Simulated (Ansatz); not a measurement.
# Calculations on ZnSe2

**1. Relaxation**

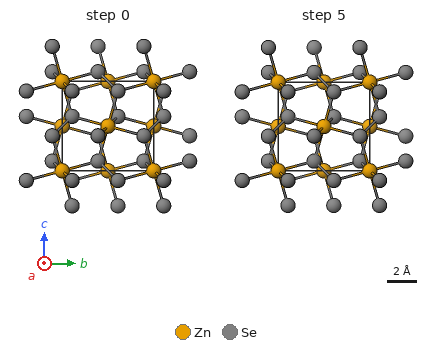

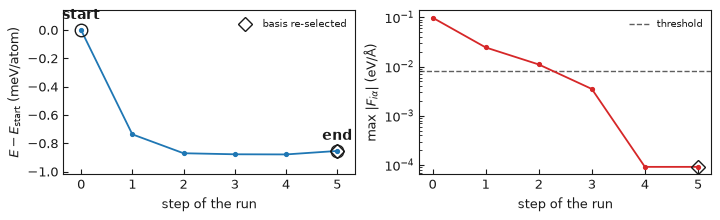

First and last geometry of a relaxation of crystalline ZnSe₂ (set up in Pbca), with the history of the run. A ball-and-stick model of the cell of the calculation, seen along the a axis.

Case: biaxial strain in the a-b plane of +1.5 %; c and atoms relaxed.

Computed with DFT r2SCAN, scalar-relativistic, plane waves, PAW (Ansatz). Set-up: plane-wave cutoff 500 eV; k-point mesh 4 × 4 × 4; occupations gaussian; smearing width 0.02 eV; no spin polarisation; cell relaxed at fixed a, b, gamma; force threshold 0.008 eV/Å; at most 40 steps.

### Did the run converge, and what did it change?

It converged. Over 4 accepted moves (5 points after the start) the energy falls by 0.9 meV per atom. The largest force component goes from 0.099 to under 0.0001 eV/Å. Pressure: −1.42 GPa at the start and −0.67 GPa at the end. The SCF was repeated once at an unchanged geometry on a basis and grid sized afresh for the cell, which shifted the energy by less than 0.05 meV per atom at most. The largest moves relative to the cell, 0.011 Å, are those of Se atoms. Zn stays in place. The drawn cell changes as follows: a = b unchanged at 6.402 Å, c 6.250 → 6.197 Å (−0.8 %); the volume changes by −0.8 %. Some distances before and after: Se–Zn 2.637 → 2.608 Å, Se–Se 2.383 → 2.369 Å. The space group stays Pbca (No. 61). Cost: 2.6 min on 2 threads of Oxide Virtual Turin-like Processor (Zen 5) (shared host), peak memory 1.6 GiB.

| step | E − E(0), meV/atom | largest force component, eV/Å | pressure, GPa | volume, Å³/atom | note |
| --- | --- | --- | --- | --- | --- |
| 0 | 0.00 | 0.0989 | -1.42 | 21.345 |  |
| 1 | -0.74 | 0.0246 | -0.93 | 21.237 |  |
| 2 | -0.87 | 0.0111 | -0.66 | 21.163 |  |
| 3 | -0.88 | 0.0035 | -0.65 | 21.155 |  |
| 4 | -0.88 | 0.0001 | -0.67 | 21.164 |  |
| 5 | -0.85 | 0.0001 | -0.67 | 21.164 | same geometry, new basis |

**2. Relaxation**

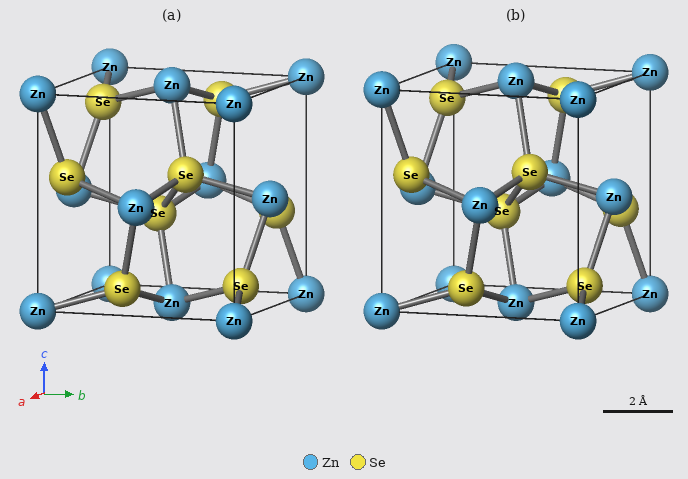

The structure of crystalline ZnSe2 (set up in Pbca) before (left) and after (right) a relaxation, at one scale.

The picture is a ball-and-stick view of the cell of the calculation, seen slightly off an axis.

Case: biaxial strain in the a-b plane of -3.0 %; c and atoms relaxed.

Method: DFT r2SCAN, scalar-relativistic, plane waves, PAW in Ansatz 0.2.0. Settings: plane-wave cutoff 500 eV; k-point mesh 4 × 4 × 4; occupations gaussian; smearing width 0.02 eV; no spin polarisation; cell relaxed at fixed a, b, gamma; force threshold 0.008 eV/Å; at most 40 steps.

**What changed between the two?**

The largest moves relative to the cell, 0.006 Å, are those of Se atoms. Zn stays in place. Cell: a = b unchanged at 6.118 Å, c 6.420 → 6.551 Å (+2.0 %). Volume +2.0 %. Among the contacts that change: Se–Zn 2.691 → 2.742 Å, Se–Se 2.338 → 2.359 Å, Se–Zn 2.580 → 2.585 Å. The space group stays Pbca (No. 61). After 3 accepted moves (4 points after the start) the energy has fallen by 2.6 meV per atom. Largest force component: 0.11 eV/Å at the start, 0.00086 eV/Å at the end. The pressure goes from 3.66 to 2.12 GPa. At 1 point the geometry stayed and the basis and grid were re-selected for the new cell (energy shift of 0.1 meV per atom at most each time). The run took 2 min on 2 threads of Oxide Virtual Turin-like Processor (Zen 5), with other jobs on the host, peak memory 1.5 GiB.

**3. Series**

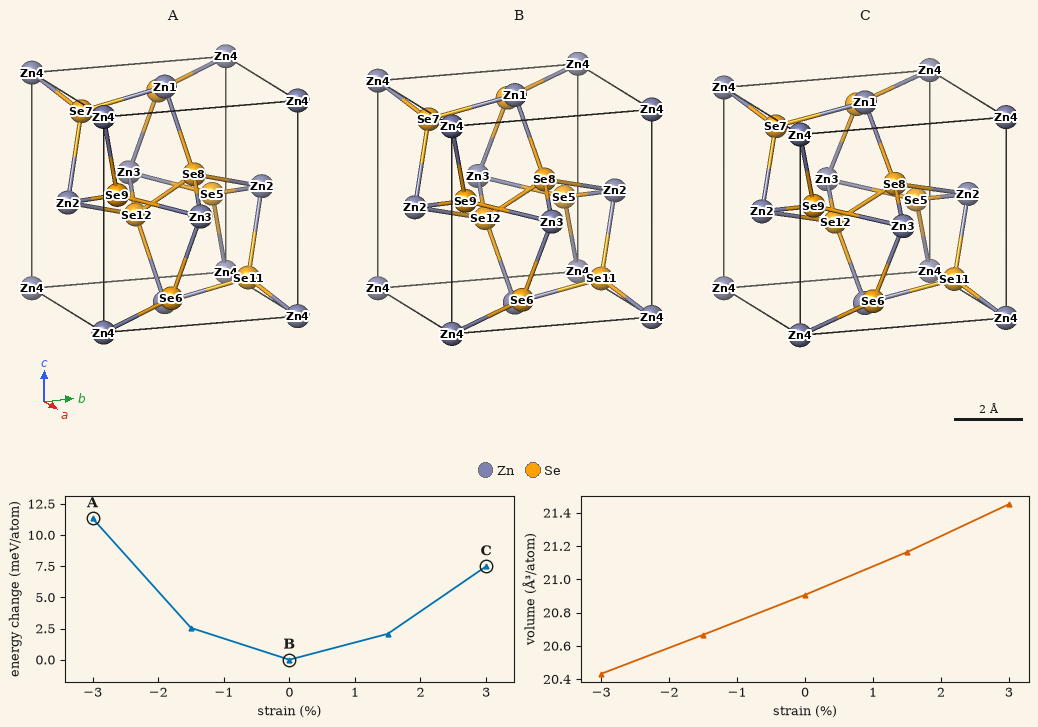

Members of a series of calculations on crystalline ZnSe$_{2}$ (set up in Pa-3), marked on the first curve. The picture is a ball-and-stick view of the cell of the calculation, seen slightly off an axis.

These are results of Ansatz, DFT r2SCAN, scalar-relativistic, plane waves, PAW, not measurements. (plane-wave cutoff 500 eV; k-point mesh 4 × 4 × 4; occupations gaussian; smearing width 0.02 eV; no spin polarisation)

> Which kind of strain is it, and how does the structure respond?

Biaxial strain in the a–b plane, c and atoms relaxed. A (strain −3.0 %): energy change 11.3 meV/atom, volume 20.43 Å³ per atom. B (strain 0.0 %): energy change 0.0 meV/atom, volume 20.91 Å³ per atom. C (strain 3.0 %): energy change 7.5 meV/atom, volume 21.45 Å³ per atom. The rest compares A with C. The volume changes by +5.0 %, with a = b 6.118 → 6.496 Å (+6.2 %), c 6.551 → 6.100 Å (−6.9 %). Some distances before and after: Se–Zn 2.742 → 2.568 Å, Se–Zn 2.573 → 2.738 Å, Se–Zn 2.585 → 2.730 Å.
